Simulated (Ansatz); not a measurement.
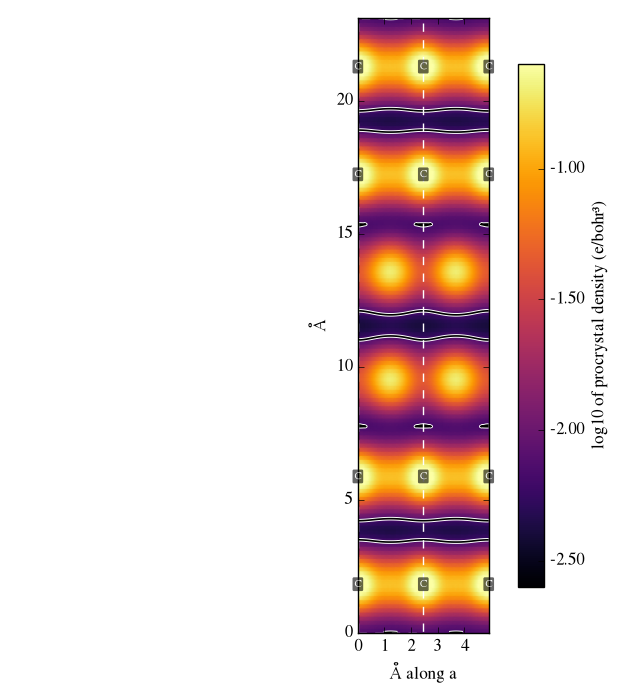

Procrystal electron density of C (R-3m), computed on the section y = 0.000 (parallel to a and c; the dashed line is one cell). It is the sum of the densities of spherically averaged neutral Hartree-Fock atoms, not a self-consistent density. The black line is the 0.007 e/bohr³ contour that bounds the voids. The usual level for crystal voids is 0.002 e/bohr³; this crystal has almost no region below it, so a higher level is used, which marks the interstitial space of lowest density.

Origin of the cell: the end point of a relaxation with DFT PBEsol, scalar-relativistic, plane waves, PAW in Ansatz.

```cif
data_structure
_symmetry_space_group_name_H-M 'R-3m:H'
_symmetry_Int_Tables_number 166
_cell_length_a 2.4588
_cell_length_b 2.4588
_cell_length_c 23.1022
_cell_angle_alpha 90.000
_cell_angle_beta 90.000
_cell_angle_gamma 120.000
_cell_volume 120.96
loop_
_atom_site_label
_atom_site_type_symbol
_atom_site_symmetry_multiplicity
_atom_site_Wyckoff_symbol
_atom_site_fract_x
_atom_site_fract_y
_atom_site_fract_z
_atom_site_occupancy
C1 C 6 c 0.66667 0.33333 0.25430 1
C2 C 6 c 0.00000 0.00000 0.25429 1
```

Q: What share of the cell is void by this measure?

A: The voids take about 12 % of the cell (14 Å³ of 121.0 Å³) and are bounded by about 46 Å² of surface per cell.

Q: What shape does the empty space take in three dimensions?

A: Where they connect, they form a two-dimensional network in layers parallel to (001).

Q: How low does the density fall, and where?

A: To about 0.0039 e/bohr³ near 0.00, 0.00, 0.50 (fractional), 2.5 Å from the nearest nucleus.

Q: At what density do the voids first join through the crystal?

A: At about 0.0045 e/bohr³, as a two-dimensional network in layers parallel to (001).
